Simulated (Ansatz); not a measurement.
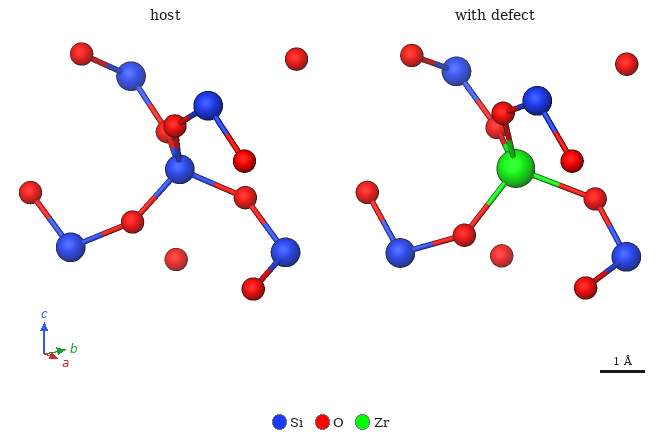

Left: perfect SiO2. Right: the same region with one point defect, after relaxing the atoms in a supercell of 72 sites. A ball-and-stick model of the atoms within 3.8 Å of one point, seen slightly off an axis.

Computed with DFT, PBEsol, PAW, plane waves (Ansatz 0.2.0). (plane-wave cutoff 420 eV; k-point mesh 1 × 1 × 1; mesh shifted by (0.25, 0.25, 0.25); no spin polarisation) Fermi-Dirac smearing of 0.01 eV. The axes drawn are those of the host's conventional cell.

Which defect is it?

Answer. A silicon atom is replaced by zirconium.

The charge state of the cell is 0.

What does the relaxation do around it?

Answer. In the host the Si atom has 4 O at 1.62 to 1.63 Å; the Zr atom ends with 4 O at 1.93 to 1.94 Å. Of the host's atoms, an oxygen atom moves furthest from its site, by 0.46 Å. The Zr atom itself moves 0.21 Å from where it was put.
